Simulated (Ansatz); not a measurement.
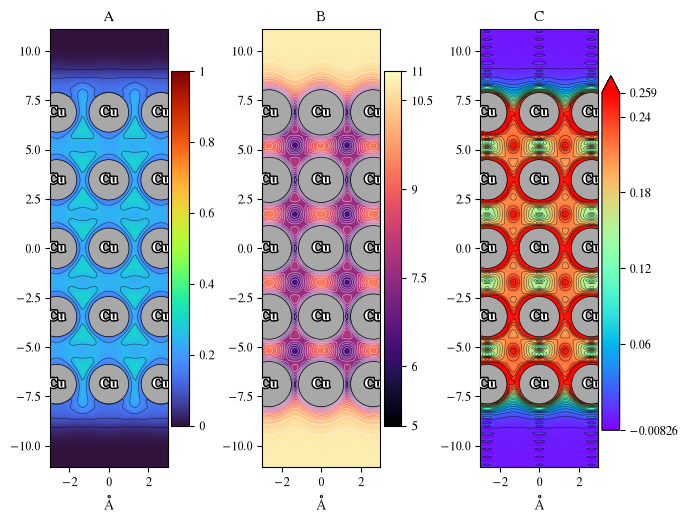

Cu (slab): 3 fields on the (010) plane of the calculation cell, a cut from vacuum to vacuum, with unlabelled colour scales. Grey discs cover the atomic cores.

Computed without spin polarisation.

Level of theory: DFT PBE, scalar-relativistic, plane waves, PAW in Ansatz.

Question: Which field does each panel show? The fields are: electron localisation function, electrostatic potential energy of an electron and valence pseudo-density.

Answer: Panel A: electron localisation function. Panel B: electrostatic potential energy of an electron (low next to the atoms, rising into the space between them). Panel C: valence pseudo-density. From the grid: Cu–Cu (2.64 Å): the density is about 0.25 e/Å³ at the midpoint; the ELF is about 0.25 at the midpoint: no localised pair shows between them.
